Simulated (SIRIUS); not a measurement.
System: Tm, space group P6_3/mmc (No. 194).

Structure:
```xyz
2
Lattice="3.5375 0.0000 0.0000 -1.7688 3.0636 0.0000 0.0000 0.0000 5.5546" Properties=species:S:1:pos:R:3 pbc="T T T"
Tm    1.7688    1.0212    4.1659
Tm    0.0000    2.0424    1.3886
```

How it was computed, with SIRIUS 7.12.0: all-electron LAPW DFT, collinear spins; energies at scaled volumes of the given cell, shape and fractions fixed, counted from the fit's minimum, third-order Birch-Murnaghan fit. Level: PBEsol, collinear spin.

```json
{"setting": "k mesh", "value": "9×9×5"}
{"setting": "occupations", "value": "Fermi–Dirac"}
{"setting": "smearing width", "value": "0.05 eV"}
{"setting": "potentials", "value": "all electron FP LAPW"}
{"setting": "program settings", "value": "basis apw+lo standard, gk cutoff 3.51 1/bohr, pw cutoff 20 1/bohr"}
```

What does the calculation give for the energy against volume? The volume takes the values 28.29, 28.89, 29.50, 30.10, 30.70, 31.30, 31.90 Å³/atom.

A third-order Birch–Murnaghan fit gives V0 = 31.35 Å³/atom, B0 = 19.7 GPa and B′ = 3.7. The energy is 21.56 meV/atom at volume 28.29 Å³/atom and 0.56 meV/atom at 31.90 Å³/atom; the lowest computed point is at volume 31.30 Å³/atom (0.01 meV/atom).

| volume (Å³/atom) | energy (meV/atom) |
| --- | --- |
| 28.29 | 21.56 |
| 28.89 | 13.58 |
| 29.50 | 7.40 |
| 30.10 | 3.21 |
| 30.70 | 0.95 |
| 31.30 | 0.01 |
| 31.90 | 0.56 |

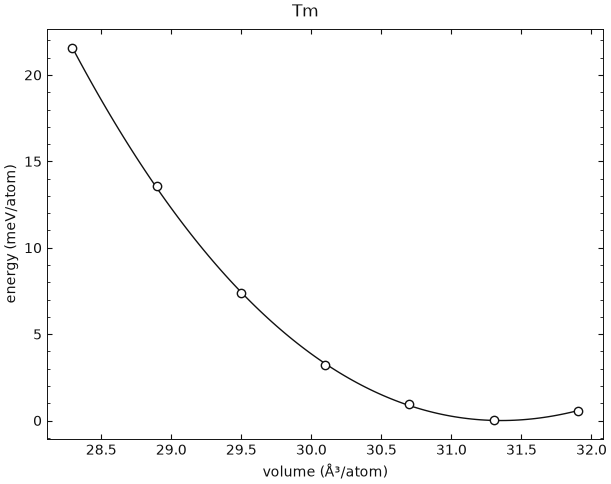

Caveats: may lie on a higher state; shape and atomic fractions are frozen while scaling, which makes layered, chain and framework solids too stiff.
